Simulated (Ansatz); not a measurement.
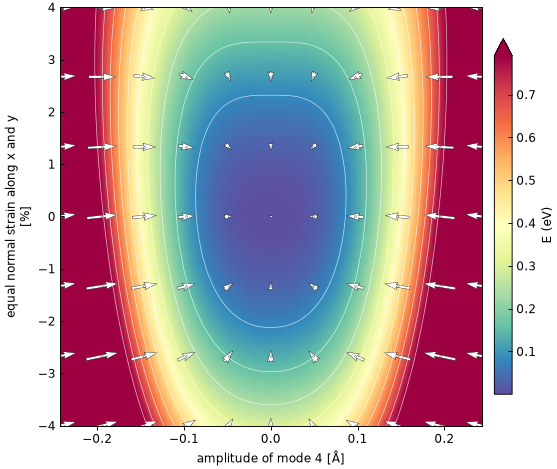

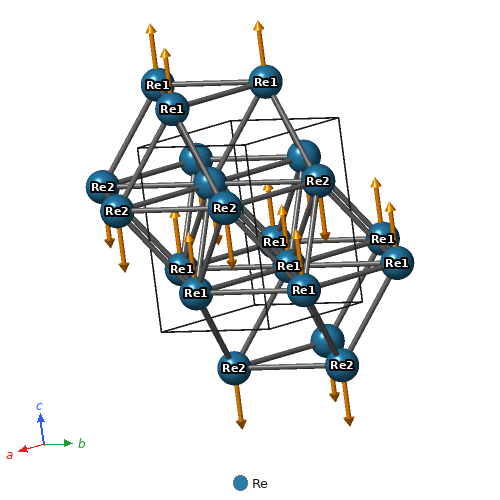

Energy landscape of Re (P6_3/mmc, No. 194; 2 atoms in the cell). 
- The energy is mapped over a normal mode and a strain (zone-centre modes of the 2-atom cell of this scan) (x along [1 0 0], y along [1 2 0], z along [0 0 1] of the conventional cell).
- The first coordinate is: amplitude of mode 4 (86 cm⁻¹), largest displacement in the unstrained cell; the second: equal normal strain along x and y.
- Nothing is relaxed (the pattern is fixed in fractional coordinates).
- Grid: 11 × 7 points; 42 points were computed and 35 follow by symmetry.
- Points are written as (first, second).
- Energies: eV per cell, counted from the lowest grid point.
- Level of theory: DFT PBE, scalar-relativistic, plane waves, PAW in Ansatz 0.2.0. Settings: cutoff 420 eV, k-mesh 18×18×10 in the order of the run's cell vectors, gaussian smearing 0.15 eV, no spin polarisation.

In the figure: a smooth colour map with a few white contour lines, dots at the grid points, arrows along the force (downhill), their lengths compressed, one colour for all values above the top of the scale. Between grid points the surface is interpolated. The second picture is the structure at the lowest point

### Describe this landscape.

The lowest grid point is at (0.000 Å, 0.00 %). No other kind of well shows on this grid. The highest grid point, (−0.243 Å, −4.00 %), lies 2.34 eV above the lowest.

The values on the grid:

| second ↓, first → | −0.243 | −0.194 | −0.146 | −0.097 | −0.049 | 0.000 | 0.049 | 0.097 | 0.146 | 0.194 | 0.243 |
| --- | --- | --- | --- | --- | --- | --- | --- | --- | --- | --- | --- |
| 4.00 | 1.21 | 0.74 | 0.45 | 0.28 | 0.23 | 0.23 | 0.23 | 0.28 | 0.45 | 0.74 | 1.21 |
| 2.67 | 1.25 | 0.72 | 0.37 | 0.18 | 0.11 | 0.10 | 0.11 | 0.18 | 0.37 | 0.72 | 1.25 |
| 1.33 | 1.34 | 0.74 | 0.35 | 0.12 | 0.04 | 0.03 | 0.04 | 0.12 | 0.35 | 0.74 | 1.34 |
| 0.00 | 1.49 | 0.82 | 0.37 | 0.11 | 0.02 | 0.00 | 0.02 | 0.11 | 0.37 | 0.82 | 1.49 |
| −1.33 | 1.70 | 0.95 | 0.45 | 0.17 | 0.05 | 0.03 | 0.05 | 0.17 | 0.45 | 0.95 | 1.70 |
| −2.67 | 1.98 | 1.15 | 0.60 | 0.29 | 0.16 | 0.13 | 0.16 | 0.29 | 0.60 | 1.15 | 1.98 |
| −4.00 | 2.34 | 1.43 | 0.83 | 0.49 | 0.34 | 0.30 | 0.34 | 0.49 | 0.83 | 1.43 | 2.34 |

The whole map (42 points run) took 5.7 min on 1 thread of Arm Neoverse V1, on a shared host.
